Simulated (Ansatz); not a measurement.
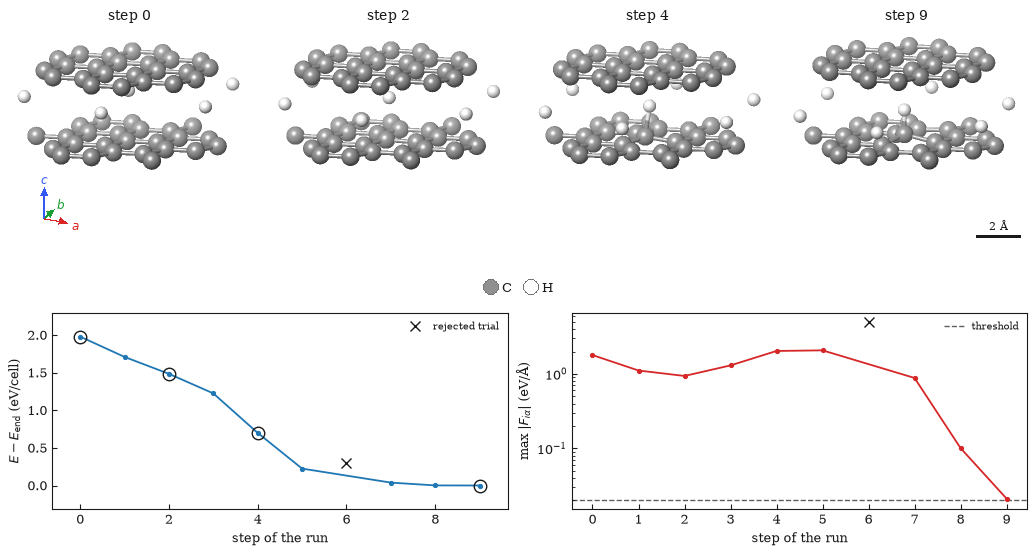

Frames of a constrained relaxation of a slab of composition HC₂₄ (cut from the R-3m phase), marked on the history of the run. A ball-and-stick model of the atoms within 5.0 Å of the atom that moves most (axes of the 2 × 2 repeat of the cell, outlined in the plane, without the vacuum (origin shifted)), seen slightly off an axis.

Case: H put near a hollow C-C site. The slab is the (0 0 1) face of C with H on it. 8 atoms are held fixed.

All numbers below come from DFT PBE+D3(BJ), scalar-relativistic, plane waves, PAW in Ansatz 0.2.0. Settings: plane-wave cutoff 420 eV; k-point mesh 6 × 6 × 1; occupations gaussian; smearing width 0.05 eV; collinear spin; dipole correction; atoms relaxed in a fixed cell; force threshold 0.02 eV/Å; at most 70 steps.

What happens along the run?

The run was cut off at its time limit before the relaxation converged, so the last structure is only a point on the way. The largest move is that of the H atom, 0.92 Å along the normal (−c). Largest moves by element: H 0.92 Å, C 0.33 Å. The lattice vectors keep their values. Some distances before and after: C–H 2.371 → 1.124 Å, C–C 1.423 → 1.481 Å, C–C 1.423 → 1.406 Å, C–C 1.423 → 1.434 Å. New bonds form, among them: C–H (2.37 → 1.12 Å). Bond angles that change, for instance: C–C–C 120.0° → 115.9°. After 8 accepted moves (9 points after the start) the energy has fallen by 1.979 eV per cell of the calculation. Largest force component: 1.8 eV/Å at the start, 0.021 eV/Å at the end. The line search rejected the trial step at point 6 of the run. The program noted that the starting moments weren't kept. From step 0 to 2: the H atom moves most (0.35 Å), energy −0.495 eV per cell of the calculation. From step 2 to 4: the H atom moves most (0.39 Å), energy −0.785 eV per cell of the calculation. From step 4 to 9: the H atom moves most (0.28 Å), energy −0.699 eV per cell of the calculation.

```tsv
step	E − E(0), meV/atom	largest force component, eV/Å	note
0	0.00	1.7936	
1	-10.82	1.1122	
2	-19.80	0.9397	
3	-30.20	1.3025	
4	-51.21	2.0360	
5	-70.18	2.0754	
6	-67.15	5.0369	rejected
7	-77.62	0.8836	
8	-79.11	0.1009	
9	-79.16	0.0211
```

Limits of the set-up: the periodic images lie only 4.9 Å apart, so the values are limited by the cell's size.
